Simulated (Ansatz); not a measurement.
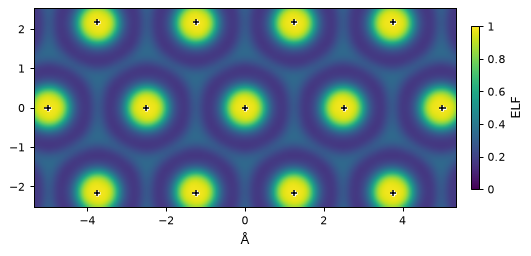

The ELF on a plane through atoms (crosses mark nuclei in the plane).

Computed with Ansatz, DFT, PBE, plane waves (420 eV) with PAW, scalar-relativistic.

Candidates:
A. Co, a = 3.54 Å, b = 3.54 Å, c = 3.54 Å, α = 90.00°, β = 90.00°, γ = 90.00°. Space group Fm-3m; set up as Co, fcc; a generated structure, not necessarily the stable one; changed on purpose from its base cell (volume × 1.08); computed pressure about −4 GPa in this cell; spin-polarised.
B. Mo, a = 3.95 Å, b = 3.95 Å, c = 3.95 Å, α = 90.00°, β = 90.00°, γ = 90.00°. Space group Fm-3m; set up as Mo, fcc; a generated structure, not necessarily the stable one; changed on purpose from its base cell (volume × 0.96); computed pressure about 11 GPa in this cell; computed without spin polarisation.
C. Ti, a = 2.97 Å, b = 2.97 Å, c = 9.51 Å, α = 90.00°, β = 90.00°, γ = 120.00°. Space group P6₃/mmc; set up as Ti, dhcp; a generated structure, not necessarily the stable one; changed on purpose from its base cell (volume × 1.04); computed pressure about −4 GPa in this cell; computed without spin polarisation.

> Which candidate gave the map?

Candidate A: Co on the (111) plane of the conventional cell, which holds Co. Co–Co (2.51 Å): the ELF is about 0.25 at the midpoint; no shared electron pair shows on this line.
